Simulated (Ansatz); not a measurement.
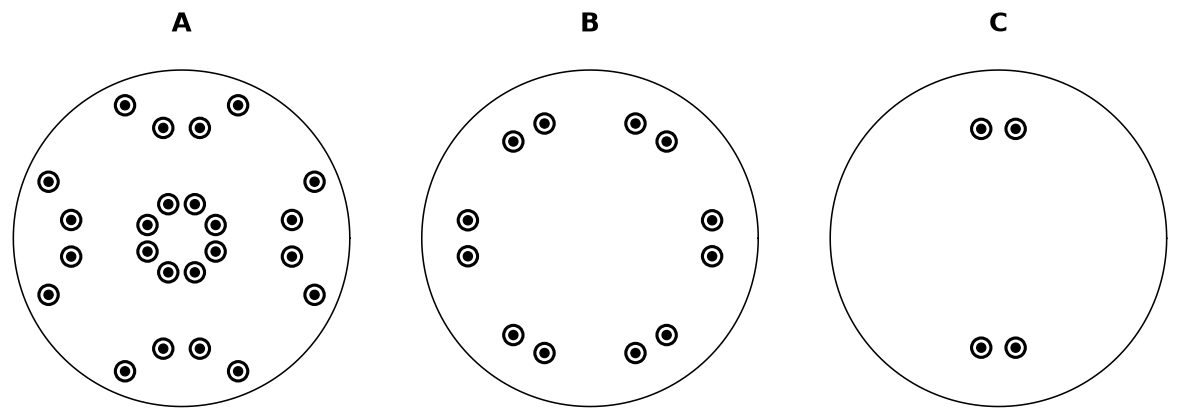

Stereographic projection: filled dots lie in the upper hemisphere, open rings in the lower. Each shows the poles of one general form. The c axis points at the viewer. Computed from the symmetry of the structures below (computed or model cells, partly hypothetical).

Q: Match each stereogram to its crystal.
1. Ni, No. 70, Fddd, origin choice 1
2. Ta, P6_3/mmc (No. 194)
3. Mo, Im-3m (No. 229)

A: A is 3 (point group m-3m); B is 2 (point group 6/mmm); C is 1 (point group mmm).
